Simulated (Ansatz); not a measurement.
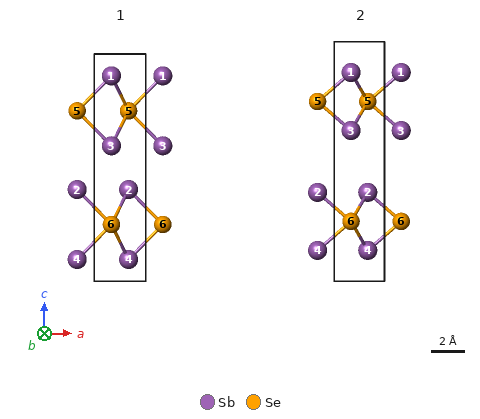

Two geometries of solid Sb$_{2}$Se (a generated structure, set up in P6_3/mmc) (coarse preliminary run), drawn at one scale. One is the start of a relaxation, the other its converged end. The picture is a ball-and-stick view of the cell of the calculation, seen along the b axis.

The calculation used DFT PBE, scalar-relativistic, plane waves, PAW in Ansatz. (plane-wave cutoff 420 eV; k-point mesh 6 × 6 × 2; occupations gaussian; smearing width 0.1 eV; no spin polarisation; cell and atoms relaxed; force threshold 0.04 eV/Å; at most 70 steps)

### Which geometry has the lower energy?

Structure 1 is the relaxed one. After 7 accepted moves (10 points after the start) the energy has fallen by 2.606 eV per cell of the calculation. Largest force component: 3.8 eV/Å at the start, 0.02 eV/Å at the end. The pressure goes from 14.10 to −0.02 GPa. The line search rejected the trial steps at points 7, 8 of the run. At 1 point the geometry stayed and the basis and grid were re-selected for the new cell (energy shift of 0.3 meV per cell of the calculation at most each time). The largest moves relative to the cell, 0.45 Å, are those of Sb1, Sb2, Sb3 and Sb4. Sb4 goes along −c. Se stays in place. The volume changes by −0.7 %, with a = b 3.526 → 3.609 Å (+2.4 %), c 14.589 → 13.832 Å (−5.2 %). Near-neighbour distances that change, for instance: Sb1–Se5 2.694 → 2.978 Å. Among the angles between lasting bonds that change: Sb1–Se5–Sb3 81.9° → 91.2°, Sb1–Se5–Sb1 81.7° → 74.6°, Se5–Sb1–Se5 81.7° → 74.6°. The space group stays P6_3/mmc (No. 194).

Limits of the set-up: layers or molecules are held without a dispersion correction, so their spacing is unreliable.
